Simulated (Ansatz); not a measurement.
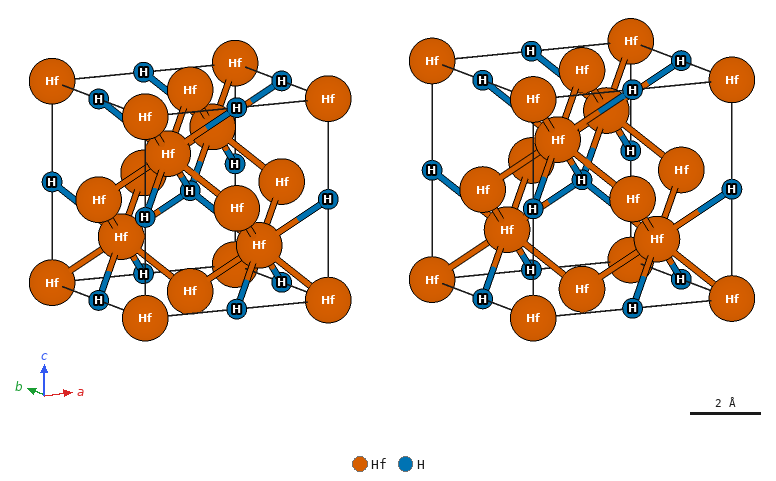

Two geometries of crystalline Hf₂H (a generated structure, set up in F-43m) (coarse preliminary run), drawn at one scale. One is the start of a relaxation, the other its converged end. Style: ball-and-stick. Shown: the conventional cell (4 times the calculation's cell), from a free direction. Lengths and directions refer to the drawn axes.

The calculation used Ansatz 0.2.0, DFT PBE, scalar-relativistic, plane waves, PAW. Settings: plane-wave cutoff 420 eV; k-point mesh 6 × 6 × 6; occupations gaussian; smearing width 0.1 eV; no spin polarisation; cell and atoms relaxed; force threshold 0.04 eV/Å; at most 70 steps.

Q: Which geometry has the lower energy?

A: The right one is the relaxed one. The energy falls by 202 meV per atom in 3 accepted moves (4 points after the start). All forces vanish by symmetry, so only the cell relaxes. The pressure goes from 15.71 to 0.18 GPa. The SCF was repeated once at an unchanged geometry on a basis and grid sized afresh for the cell, which shifted the energy by 3.9 meV per atom at most. The atoms keep their places relative to the cell (all moves are under 0.005 Å). The volume changes by +27.9 %, with a = b = c 5.943 → 6.451 Å (+8.5 %). Among the contacts that change: H–Hf 2.573 → 2.793 Å, Hf–Hf 2.573 → 2.793 Å. The space group stays F-43m (No. 216). The run took 18 s on 1 thread of Arm Neoverse V1, with other jobs on the host, peak memory 0.35 GiB.
